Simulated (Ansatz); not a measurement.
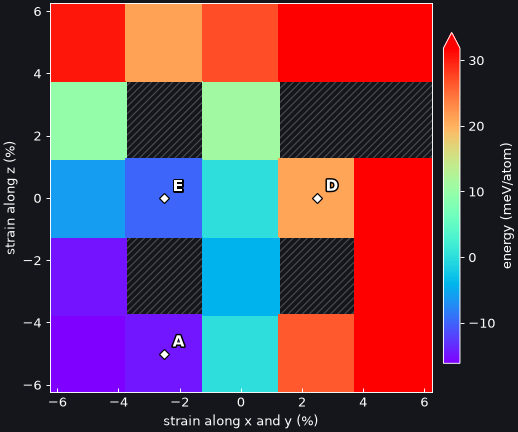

Ca (Pm-3m, No. 221; 1 atom in the cell). 
- The cell is strained homogeneously, by one strain along x and y and another along z, with fractional coordinates fixed (x, y and z along the cube axes).
- Coordinates scanned: (1) strain along x and y; (2) strain along z.
- The scan uses a 5 × 5 grid. At 5 points there is no value.
- All energies are given in meV/atom relative to the unstrained cell.
- The reference cell is the one listed in the database, not relaxed at this level.
- Theory: Ansatz 0.2.0, DFT LDA, scalar-relativistic, plane waves, PAW. Settings: cutoff 420 eV, k-mesh 14×14×14, gaussian smearing 0.15 eV, no spin polarisation.

In the figure: one coloured cell a grid point, one colour for all values above the top of the scale, hatched blanks where no value was computed, lettered points.

Is D the lowest point of the computed grid?

No. D lies 37 meV/atom above the lowest grid point, which is at strain along x and y = −5.0 %, strain along z = −5.0 %.

Rank the lettered points by energy, lowest first.

A (−15 meV/atom), E (−10 meV/atom), D (21 meV/atom).
